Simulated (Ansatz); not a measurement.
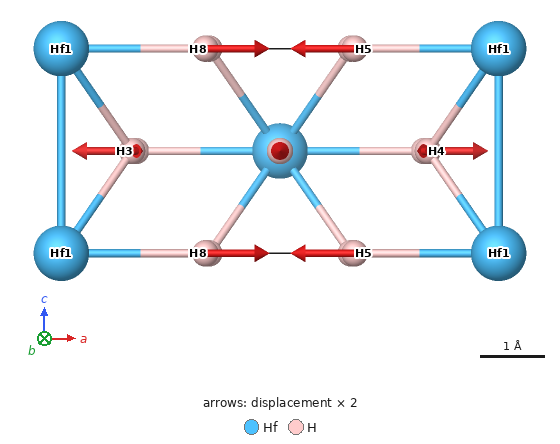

This is a relaxation of a crystal of HfH8 (a generated structure, set up in I4/mmm) (coarse preliminary run). The starting structure is drawn; red arrows show the displacements (the part carried along by the change of the cell is left out), 2 times their true length.

The picture is a ball-and-stick view of the conventional cell (2 times the calculation's cell), seen along the b axis. Lengths and directions refer to the drawn axes.

Method: DFT PBE, scalar-relativistic, plane waves, PAW (Ansatz).

The input:
```yaml
crystal:
  lattice:
    - [-3.46721607, 3.46721607, 1.62259986]
    - [3.46721607, -3.46721607, 1.62259986]
    - [3.46721607, 3.46721607, -1.62259986]
  atoms:
    - { symbol: Hf, position: [0.0, 0.0, 0.0] }
    - { symbol: H, position: [0.33815244, 0.33815244, 0.67630488] }
    - { symbol: H, position: [0.66184756, 0.66184756, 0.32369512] }
    - { symbol: H, position: [0.66184756, 0.33815244, 0.0] }
    - { symbol: H, position: [0.0, 0.67072177, 0.67072177] }
    - { symbol: H, position: [0.32927823, 0.0, 0.32927823] }
    - { symbol: H, position: [0.67072177, 0.0, 0.67072177] }
    - { symbol: H, position: [0.0, 0.32927823, 0.32927823] }
    - { symbol: H, position: [0.33815244, 0.66184756, 0.0] }
basis:
  ecutwfc: 420
kpoints:
  mp_grid: { grid: [6, 6, 6] }
hamiltonian:
  xc: pbe
scf:
  occupations: { method: gaussian, width: 0.1 }
  lower_state_search: "off"
output:
  forces: true
  stress: true
  eigenvalues: true
relax:
  adjacent_minimum: "off"
  f_tol: 0.04
  max_steps: 70
  cell: { stress_tol: 0.4 }
```

Command:
```bash
ansatz run input.yaml --threads 1 --pin off --max-ram 2560MiB --backend cpu --events-out ev --progress --plain --runs-dir out
```

> Which element moves most?

Hydrogen: up to 0.51 Å, against 0.00 Å for hafnium.

> Describe the change and its energy.

The energy falls by 484 meV per atom in 15 accepted moves (18 points after the start). Largest force component: 0.83 eV/Å at the start, 0.015 eV/Å at the end. The pressure goes from −17.10 to 0.00 GPa. The line search rejected the trial step at point 11 of the run. The SCF was repeated twice at an unchanged geometry on a basis and grid sized afresh for the cell, which shifted the energy by 1.3 meV per atom at most. The largest moves relative to the cell, 0.51 Å, are those of H5, H6, H7 and H8. H5 goes along −a. Hf stays in place. Cell: a = b 6.934 → 5.318 Å (−23.3 %), c 3.245 → 3.468 Å (+6.9 %). Volume −37.2 %. Near-neighbour distances that change, for instance: H5–H8 2.368 → 0.793 Å, Hf1–H2 3.316 → 2.422 Å, Hf1–Hf1 3.245 → 3.468 Å, Hf1–H2 (another image) 2.270 → 2.190 Å. New bonds form, among them: Hf1–H2 (3.32 → 2.42 Å), Hf1–H3 (3.32 → 2.42 Å), Hf1–H4 (3.32 → 2.42 Å), Hf1–H9 (3.32 → 2.42 Å). Bond angles that change, for instance: Hf1–H4–Hf1 91.3° → 104.7°. The space group stays I4/mmm (No. 139). The run took 2.4 min on 1 thread of Arm Neoverse N1, on a shared host, peak memory 0.38 GiB.
